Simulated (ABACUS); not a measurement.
## Single-point calculation at one volume of an equation of state of ZrSe₂ (part 1 of 2)

System: ZrSe₂ (P-3m1, 3 atoms in the cell).
Method: Kohn-Sham DFT of a periodic cell, PBE, PseudoDojo NC SR 0.4.1 PBE standard, no spin polarisation (ABACUS 3.10.1).

The structure derives from an entry of the Crystallography Open Database. It belongs to a series of runs on one base structure; here: volume scaled by 0.98.

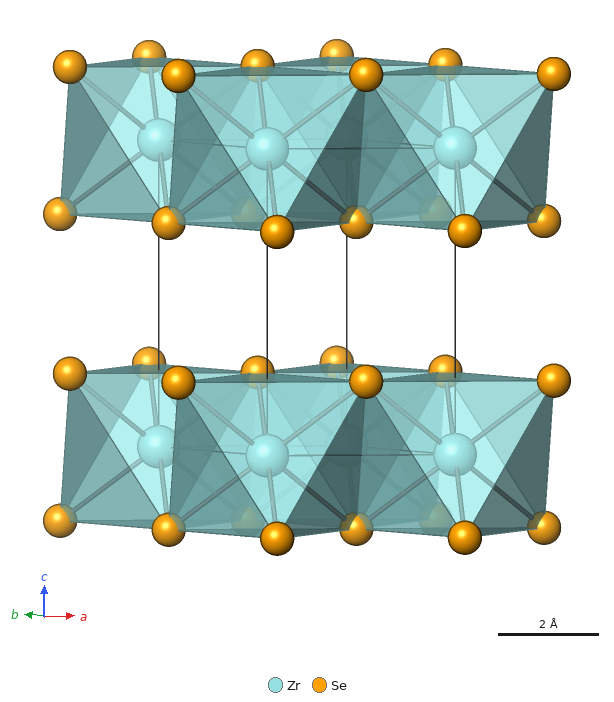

Figure 1. The input geometry (polyhedral view of the cell of the calculation, seen at an oblique angle; polyhedra are completed across the faces of the cell).

## Summary

- outcome: converged
- space group (tolerance 0.01 Å): P-3m1 (164)
- electrons treated: 44
- free energy: −7979.2553 eV
- Fermi energy: 9.595 eV
- gap on the k-point mesh: 0.39 eV
- pressure: 4.31 GPa
- largest force (length of the vector): 0.638 eV/Å
- hardware: 4 threads of AMD EPYC (Zen 3), 24 GiB of memory available, shared host
- wall time: 6.9 s (CPU time 27 s)
- peak memory: 0.48 GiB

## Notes

Points of doubt noted for this run: home made orbitals.

## Input file
```
INPUT_PARAMETERS
suffix              ZrSe2
calculation         scf
basis_type          lcao
pseudo_dir          ./
orbital_dir         ./
symmetry            1
dft_functional      pbe
ecutwfc             100
pseudo_rcut         10
nspin               1
nbands              27
ks_solver           genelpa
smearing_method     fd
smearing_sigma      0.00367493
scf_thr             1e-07
scf_nmax            100
mixing_type         broyden
mixing_beta         0.7
cal_force           1
cal_stress          1
out_mul             1
```

## File STRU
```
ATOMIC_SPECIES
Zr 91.2240 Zr.upf
Se 78.9710 Se.upf

NUMERICAL_ORBITAL
Zr_confined-atom_8au_3s2p2d1f.orb
Se_confined-atom_7au_2s2p2d.orb

LATTICE_CONSTANT
1.8897261246

LATTICE_VECTORS
3.7725092991 0.0000000000 0.0000000000
-1.8862546495 3.2670888890 0.0000000000
0.0000000000 0.0000000000 6.1504417008

ATOMIC_POSITIONS
Direct

Zr
0.0
1
0.0000000000 0.0000000000 0.0000000000 1 1 1

Se
0.0
2
0.6666666667 0.3333333333 0.7500000000 1 1 1
0.3333333333 0.6666666667 0.2500000000 1 1 1
```

## File KPT
```
K_POINTS
0
Gamma
8 8 5 0 0 0
```

Launch command:
```bash
OMP_NUM_THREADS=1 mpirun -np 4 abacus > log
```

## What the program printed
```
ABACUS v3.10.1

               Atomic-orbital Based Ab-initio Computation at UStc

 ------------------------------------------------------------------------------------

 READING GENERAL INFORMATION
                           global_out_dir = OUT.ZrSe2/
                           global_in_card = INPUT
                               pseudo_dir = ./
                              orbital_dir = ./
                                    DSIZE = 4
                                    GSIZE = 1

 READING UNITCELL INFORMATION
                                    ntype = 2
                  lattice constant (Bohr) = 1.88973
              lattice constant (Angstrom) = 1

 READING ATOM TYPE 1
                               atom label = Zr
                      L=0, number of zeta = 3
                      L=1, number of zeta = 2
                      L=2, number of zeta = 2
                      L=3, number of zeta = 1
             number of atom for this type = 1

 READING ATOM TYPE 2
                               atom label = Se
                      L=0, number of zeta = 2
                      L=1, number of zeta = 2
                      L=2, number of zeta = 2
             number of atom for this type = 2

                        TOTAL ATOM NUMBER = 3
DIRECT COORDINATES
    atom                   x                   y                   z     mag                  vx                  vy                  vz
taud_Zr1            0.0000000000        0.0000000000        0.0000000000  0.0000        0.0000000000        0.0000000000        0.0000000000
taud_Se1            0.6666666667        0.3333333333        0.7500000000  0.0000        0.0000000000        0.0000000000        0.0000000000
taud_Se2            0.3333333333        0.6666666667        0.2500000000  0.0000        0.0000000000        0.0000000000        0.0000000000

                          Volume (Bohr^3) = 511.557
                             Volume (A^3) = 75.8049

 Lattice vectors: (Cartesian coordinate: in unit of a_0)
             +3.77251                  +0                  +0
             -1.88625            +3.26709                  +0
                   +0                  +0            +6.15044
 Reciprocal vectors: (Cartesian coordinate: in unit of 2 pi/a_0)
            +0.265076           +0.153041                  -0
                   -0           +0.306083                  -0
                   +0                  -0            +0.16259
 The esolver type has been set to : ksdft_lcao

                PAO radial cut off (Bohr) = 10

 Read in pseudopotential file is Zr.upf
                     pseudopotential type = NC
          exchange-correlation functional = PBE
                 nonlocal core correction = 1
                        valence electrons = 12
                                     lmax = 2
                           number of zeta = 4
                     number of projectors = 6
                           L of projector = 0
                           L of projector = 0
                           L of projector = 1
                           L of projector = 1
                           L of projector = 2
                           L of projector = 2
                PAO radial cut off (Bohr) = 10

 Read in pseudopotential file is Se.upf
                     pseudopotential type = NC
          exchange-correlation functional = PBE
                 nonlocal core correction = 1
                        valence electrons = 16
                                     lmax = 2
                           number of zeta = 3
                     number of projectors = 6
                           L of projector = 0
                           L of projector = 0
                           L of projector = 1
                           L of projector = 1
                           L of projector = 2
                           L of projector = 2
     initial pseudo atomic orbital number = 28

 SETUP THE ELECTRONS NUMBER
            electron number of element Zr = 12
      total electron number of element Zr = 12
            electron number of element Se = 16
      total electron number of element Se = 32
            AUTOSET number of electrons:  = 44
                           occupied bands = 22
                                   NLOCAL = 62
                                   NBANDS = 27
                                   NBANDS = 27
                                   NLOCAL = 62

%%%%%%%%%%%%%%%%%%%%%%%%%%%%%%%%%%%%%%%%%%%%%%%%%%%%%%%%%%%%%%%%%%%%%%%%%%%%%%%%%%%%%%%%%%%%%%%%%%%%%%%%%%
 Warning: the number of valence electrons in pseudopotential > 4 for Zr: [Kr] 4d2 5s2
 Warning: the number of valence electrons in pseudopotential > 6 for Se: [Ar] 3d10 4s2 4p4
 Pseudopotentials with additional electrons can yield (more) accurate outcomes, but may be less efficient.
 If you're confident that your chosen pseudopotential is appropriate, you can safely ignore this warning.
%%%%%%%%%%%%%%%%%%%%%%%%%%%%%%%%%%%%%%%%%%%%%%%%%%%%%%%%%%%%%%%%%%%%%%%%%%%%%%%%%%%%%%%%%%%%%%%%%%%%%%%%%%

 SETUP THE PLANE WAVE BASIS
 energy cutoff for charge/potential (unit:Ry) = 400
            fft grid for charge/potential = [ 45, 45, 75 ]
                        fft grid division = [ 5, 5, 5 ]
        big fft grid for charge/potential = [ 9, 9, 15 ]
                                     nbxx = 324
                                     nrxx = 40500

 SETUP PLANE WAVES FOR CHARGE/POTENTIAL
                    number of plane waves = 69145
                         number of sticks = 1393

 PARALLEL PW FOR CHARGE/POTENTIAL
     PROC   COLUMNS(POT)             PW
        1            348          17284
        2            348          17284
        3            349          17293
        4            348          17284
 --------------- sum -------------------
        4           1393          69145
                            number of |g| = 2821
                                  max |g| = 36.1682
                                  min |g| = 0.0936867

----------- Double Check Mixing Parameters Begin ------------
mixing_type: broyden
mixing_beta: 0.7
mixing_gg0: 1
mixing_gg0_min: 0.1
mixing_ndim: 8
----------- Double Check Mixing Parameters End ------------

 LATTICE VECTORS: (CARTESIAN COORDINATE: IN UNIT OF A0)
             +3.77251                  +0                  +0
             -1.88625            +3.26709                  +0
                   +0                  +0            +6.15044
                       right hand lattice = 1
                                   NORM_A = 3.77251
                                   NORM_B = 3.77251
                                   NORM_C = 6.15044
                           ALPHA (DEGREE) = 90
                           BETA  (DEGREE) = 90
                           GAMMA (DEGREE) = 120

 The lattice vectors have been changed (STRU_SIMPLE.cif)

(for optimal symmetric configuration:)
                             BRAVAIS TYPE = 4
                     BRAVAIS LATTICE NAME = 04. Hexagonal cell
                                    ibrav = 4
                                    IBRAV = 4
                                  BRAVAIS = HEXAGONAL CELL
                       LATTICE CONSTANT A = 3.77251
                                C/A RATIO = 1.63033
Original cell was already a primitive cell.
                        ROTATION MATRICES = 24
              PURE POINT GROUP OPERATIONS = 12
                   SPACE GROUP OPERATIONS = 12
                                       C2 = 3
                                       C3 = 2
                                       C4 = 0
                                       C6 = 0
                                       S1 = 3
                                       S3 = 0
                                       S4 = 0
                                       S6 = 2
                              POINT GROUP = D_3d
                                       C2 = 3
                                       C3 = 2
                                       C4 = 0
                                       C6 = 0
                                       S1 = 3
                                       S3 = 0
                                       S4 = 0
                                       S6 = 2
               POINT GROUP IN SPACE GROUP = D_3d

 SETUP K-POINTS
                                    nspin = 1
                   Input type of k points = Monkhorst-Pack(Gamma)
                                   nkstot = 320
                       right hand lattice = 1
(for reciprocal lattice: )
                             BRAVAIS TYPE = 4
                     BRAVAIS LATTICE NAME = 04. Hexagonal cell
                                    ibrav = 4
                       right hand lattice = 1
(for k-lattice: )
                             BRAVAIS TYPE = 4
                     BRAVAIS LATTICE NAME = 04. Hexagonal cell
                                    ibrav = 4
                       right hand lattice = 1
                        ROTATION MATRICES = 24
                               nkstot_ibz = 40
K-POINTS REDUCTION ACCORDING TO SYMMETRY
     IBZ    DIRECT_X    DIRECT_Y    DIRECT_Z  WEIGHT  ibz2bz
       1  0.00000000  0.00000000  0.00000000  0.0031       0
       2 -0.12500000  0.12500000  0.00000000  0.0187       1
       3 -0.25000000  0.25000000  0.00000000  0.0187       2
       4 -0.37500000  0.37500000  0.00000000  0.0187       3
       5  0.50000000  0.50000000  0.00000000  0.0094       4
       6 -0.12500000  0.25000000  0.00000000  0.0187       9
       7 -0.25000000  0.37500000  0.00000000  0.0375      10
       8  0.50000000  0.37500000  0.00000000  0.0375      11
       9  0.50000000  0.25000000  0.00000000  0.0187      18
      10  0.37500000  0.37500000  0.00000000  0.0187      19
      11  0.00000000  0.00000000  0.20000000  0.0063      64
      12 -0.12500000  0.12500000  0.20000000  0.0187      65
      13 -0.25000000  0.25000000  0.20000000  0.0187      66
      14 -0.37500000  0.37500000  0.20000000  0.0187      67
      15  0.50000000  0.50000000  0.20000000  0.0187      68
      16  0.37500000 -0.37500000  0.20000000  0.0187      69
      17  0.25000000 -0.25000000  0.20000000  0.0187      70
      18  0.12500000 -0.12500000  0.20000000  0.0187      71
      19 -0.12500000  0.25000000  0.20000000  0.0375      73
      20 -0.25000000  0.37500000  0.20000000  0.0375      74
      21  0.50000000  0.37500000  0.20000000  0.0375      75
      22  0.37500000  0.50000000  0.20000000  0.0375      76
      23  0.37500000 -0.25000000  0.20000000  0.0375      77
      24  0.50000000  0.25000000  0.20000000  0.0375      82
      25  0.37500000  0.37500000  0.20000000  0.0375      83
      26  0.00000000  0.00000000  0.40000000  0.0063     128
      27 -0.12500000  0.12500000  0.40000000  0.0187     129
      28 -0.25000000  0.25000000  0.40000000  0.0187     130
      29 -0.37500000  0.37500000  0.40000000  0.0187     131
      30  0.50000000  0.50000000  0.40000000  0.0187     132
[... 10 further k points ...]

                               nkstot now = 40
[... K-POINTS DIRECT COORDINATES: 40 rows ...]

           k-point number in this process = 40
       minimum distributed K point number = 40
[... stars of the k points ...]

[... K-POINTS CARTESIAN COORDINATES: 40 rows ...]

[... K-POINTS DIRECT COORDINATES: 40 rows ...]

 SETUP PLANE WAVES FOR WAVE FUNCTIONS
     energy cutoff for wavefunc (unit:Ry) = 100
              fft grid for wave functions = [ 45, 45, 75 ]
                    number of plane waves = 11249
                         number of sticks = 421

 PARALLEL PW FOR WAVE FUNCTIONS
     PROC   COLUMNS(POT)             PW
        1            105           2811
        2            105           2811
        3            105           2811
        4            106           2816
 --------------- sum -------------------
        4            421          11249

 SET NONLOCAL PSEUDOPOTENTIAL PROJECTORS
 SET NONLOCAL PSEUDOPOTENTIAL PROJECTORS
 max number of nonlocal projetors among all species is 6

 -------------------------------------------
 SELF-CONSISTENT
 -------------------------------------------

 SETUP SEARCHING RADIUS FOR PROGRAM TO SEARCH ADJACENT ATOMS
                  longest orb rcut (Bohr) = 8
   longest nonlocal projector rcut (Bohr) = 1.94
                     search radius (Bohr) = 19.9
              searching radius is (Bohr)) = 19.9
         searching radius unit is (Bohr)) = 1.89
                         PeriodicBoundary = 1
                        Radius(unit:lat0) = 10.5
                                   glayer = [ 5, 5, 3 ]
                             glayer_minus = [ 4, 4, 2 ]

Find the coordinate range of the input atom(unit:lat0).
                                  min_tau = [ -22.6, -13.1, -12.3 ]
                                  max_tau = [ 24.5, 15.2, 16.9 ]
                                BoxNumber = [ 9, 9, 5 ]

 SETUP EXTENDED REAL SPACE GRID FOR GRID INTEGRATION
                          real space grid = [ 45, 45, 75 ]
                 big cell numbers in grid = [ 9, 9, 15 ]
             meshcell numbers in big cell = [ 5, 5, 5 ]
                        extended fft grid = [ 12, 12, 11 ]
                dimension of extened grid = [ 34, 34, 38 ]
                            UnitCellTotal = 75
              Atom number in sub-FFT-grid = 3
    Local orbitals number in sub-FFT-grid = 62
                                ParaV.nnr = 32673
                                 init_chg = atomic

 LCAO ALGORITHM --------------- ION=   1  ELEC=   1--------------------------------

 Density error is 0.043955822358
----------------------------------------------------------
     Energy           Rydberg                 eV
----------------------------------------------------------
 E_KohnSham     -586.4359278588      -7978.8701307961
 E_Harris       -584.0488714368      -7946.3925620095
 E_Fermi        0.6914025908         9.4070148468
----------------------------------------------------------

 LCAO ALGORITHM --------------- ION=   1  ELEC=   2--------------------------------

 Density error is 0.0223623350491
----------------------------------------------------------
     Energy           Rydberg                 eV
----------------------------------------------------------
 E_KohnSham     -586.4405098701      -7978.9324722583
 E_Harris       -586.7607026839      -7983.2889189845
 E_Fermi        0.6968530561         9.4811722310
----------------------------------------------------------
```
